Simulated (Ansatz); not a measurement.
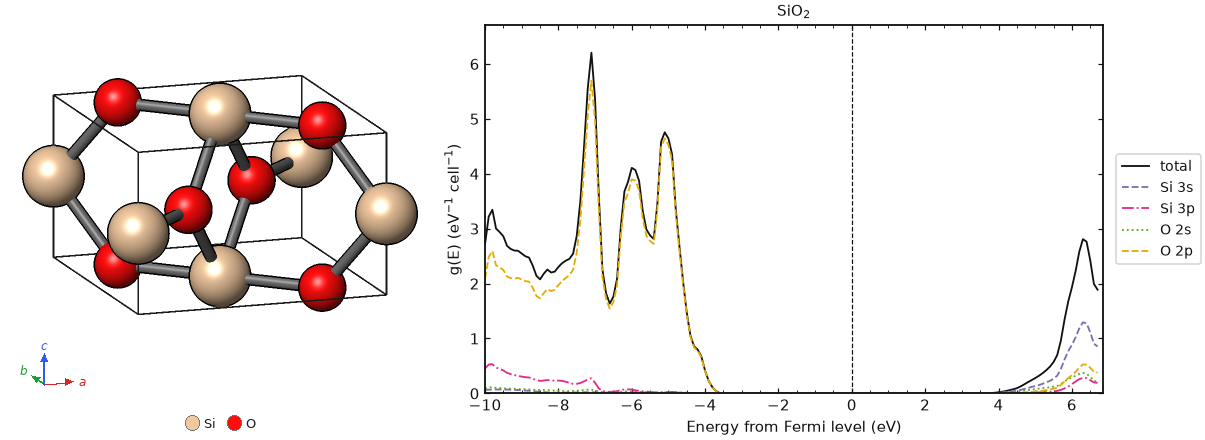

Density of states, beside the structure. Energies are counted from the Fermi level. The partial curves are projected on Löwdin-orthogonalised atomic shells.

The Ansatz input:

```
crystal:
  lattice:
    - [4.2359250091, 0.0, 0.0]
    - [0.0, 4.2359250091, 0.0]
    - [0.0, 0.0, 2.6905855888]
  atoms:
    - { symbol: Si, position: [0.0, 0.0, 0.5] }
    - { symbol: Si, position: [0.5, 0.5, 0.0] }
    - { symbol: O, position: [0.3069647403, 0.3069647403, 0.5] }
    - { symbol: O, position: [0.1930352597, 0.8069647403, 0.0] }
    - { symbol: O, position: [0.6930352597, 0.6930352597, 0.5] }
    - { symbol: O, position: [0.8069647403, 0.1930352597, 0.0] }
basis:
  ecutwfc: 420
kpoints:
  mp_grid: { grid: [4, 4, 6] }
  band_path:
    path:
      - [[0.0, 0.0, 0.0], [0.0, 0.5, 0.0], [0.5, 0.5, 0.0], [0.0, 0.0, 0.0], [0.0, 0.0, 0.5], [0.0, 0.5, 0.5], [0.5, 0.5, 0.5], [0.0, 0.0, 0.5]]
      - [[0.0, 0.5, 0.0], [0.0, 0.5, 0.5]]
      - [[0.5, 0.5, 0.0], [0.5, 0.5, 0.5]]
    npoints: 4
hamiltonian:
  xc: hse06
scf:
  occupations: { method: gaussian, width: 0.02 }
output:
  forces: true
  stress: true
  eigenvalues: true
  populations: true
  dos: { projected: true, de: 0.02 }
  bader: false
```

Run as:
```bash
ansatz run input.yaml --threads 1 --pin off --max-ram 2048MiB --backend cpu --events-out ev --progress --plain --runs-dir out
```

Q: Metal or insulator, going by the density of states?

A: There is a gap; over the k points computed it is 7.11 eV.

Q: Which states form the top of the valence band?

A: By projected weight, the top eV of the valence band is O 2p almost alone.

Q: Where is the tallest peak in the window, and which states make it?

A: The tallest peak in the window is at −7.1 eV; by projected weight it is O 2p almost alone.

The cell is at −11 GPa in this functional.
